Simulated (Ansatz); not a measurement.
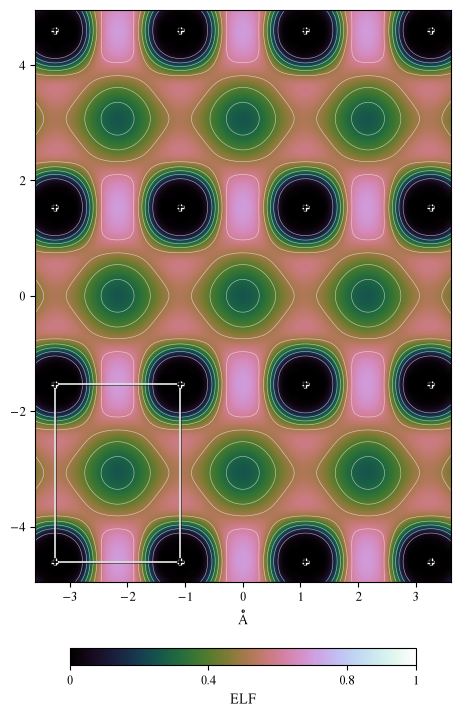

The electron localisation function on a plane through atoms (crosses mark nuclei in the plane).

Theory: DFT, r2SCAN, plane waves (500 eV) with PAW, scalar-relativistic in Ansatz.

Candidates:
A. Co, a = 4.12 Å, b = 4.12 Å, c = 2.36 Å, α = 90.00°, β = 90.00°, γ = 89.99°. Space group I4₁/amd; set up as Co, beta-Sn type; a generated structure, not necessarily the stable one; changed on purpose from its base cell (volume × 0.92); computed pressure about 23 GPa in this cell; computed without spin polarisation.
B. Ti, a = 4.74 Å, b = 4.74 Å, c = 2.93 Å, α = 90.00°, β = 90.00°, γ = 120.00°. Space group P6/mmm; set up as Ti, omega (AlB2-type); a generated structure, not necessarily the stable one; changed on purpose from its base cell (volume × 1.12); computed pressure about −11 GPa in this cell; computed without spin polarisation.
C. Be, a = 2.17 Å, b = 2.17 Å, c = 2.17 Å, α = 90.00°, β = 90.00°, γ = 90.00°. Space group Pm-3m; set up as Be, simple cubic; a generated structure, not necessarily the stable one.

Question: Which system is this?

Answer: Candidate C: Be on the (101) plane of the conventional cell, which holds Be. Be–Be (2.17 Å): the ELF peaks at about 0.70 between the atoms.
